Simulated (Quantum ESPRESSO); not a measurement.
# Voltage at the next charge: Co(0001), 4 layers against an electrode

**Set-up.** Quantum ESPRESSO 7.5, PBE, GBRV ultrasoft; ESM with bc3, a metal electrode 5.04 Å above the top atoms; cell area 5.456 Å²; ions fixed. V is the potential energy of an electron at the electrode over the slab's Fermi level, divided by e, so that it equals the work function at zero charge; positive charge removes electrons.

```tsv
charge (e a cell)	V (V)
0	4.960
0.0082	5.865
0.0164	6.781
```

One more run was made and is withheld. What is V at a charge of 0.0327 e, and what capacitance do the rows imply?

**Fit.** The last two rows give dV/dq = (6.781 − 5.865)/(0.0164 − 0.0082) = 111.7 V/e, so C = 1602/(5.456 × 111.7) = 2.63 µF/cm², an effective gap of 8.854/2.63 = 3.37 Å. At constant C, V = 6.781 + 111.7 × 0.0163 = 8.60 V.

**Check.** V = 8.637 V; the estimate misses by −0.03 V, 1.9 % of the step. Over the three intervals C goes 2.66, 2.63 and 2.58 µF/cm²: it falls as electrons leave, the surface charge drawing back towards the atoms.

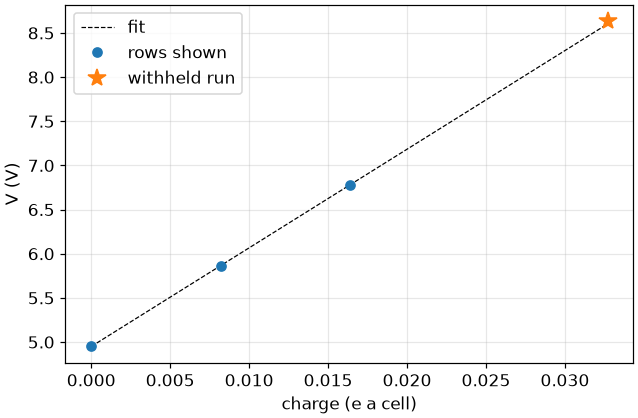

The rows shown, the fit and the withheld run.

Caveats: Vacuum fills the gap; a dielectric or electrolyte would change C. The slab is thin.

[Logs are printed without paths, hosts, clocks, repeated set-up lines and the standing remarks that a program may print on its own settings, such as how far it seeks lower states.]
